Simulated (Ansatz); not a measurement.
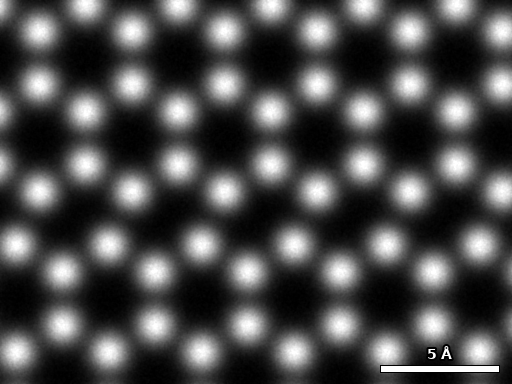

Dark-field STEM-like image of Eu (P6_3/mmc, No. 194) along [001]. Simulated incoherent Z contrast: every atom adds Z^1.7 spread by a probe of 1.30 Å full width; channelling and multiple scattering are left out. The probe carries 25 % of its weight in a tail 2.5 times as wide. Shot noise was added.

One planar defect was built into the perfect crystal by geometry alone, without relaxation. Host structure: the end point of a relaxation at fixed volume with DFT r2SCAN, scalar-relativistic, plane waves, PAW in Ansatz; the starting structure was generated, so it need not be a known form of this composition.

**Where does the periodic pattern break, and how?**

A planar fault (a stacking fault) runs horizontally about 9 Å below the top edge. The part above it is shifted along the boundary by 1/4 of the 3.98 Å repeat of the rows (1.0 Å to the right, the same as 3.0 Å to the left); both parts keep the same orientation.
